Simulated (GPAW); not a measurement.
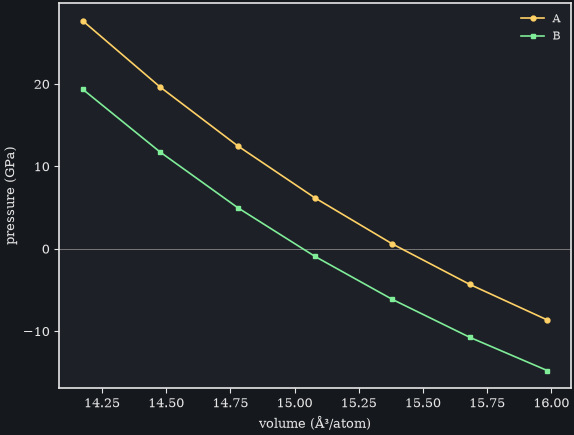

The picture above shows the pressure against volume, with one curve for each functional, for Pt (space group Fm-3m). The labels are replaced by letters. In alphabetical order the cases are: PBEsol; r2SCAN.

Method: PAW DFT in plane waves, on a grid or in atomic orbitals, no spin polarisation; energies at scaled volumes of the given cell, shape and fractions fixed, counted from the fit's minimum, third-order Birch-Murnaghan fit (GPAW 26.7.0). All runs: no spin polarisation.

k mesh 12×12×12; occupations Fermi–Dirac; smearing width 0.05 eV; wave cutoff 600 eV.

Which letter stands for which functional?

A: r2SCAN; B: PBEsol.

Limits of the calculation: spin-orbit coupling left out, heavy elements.
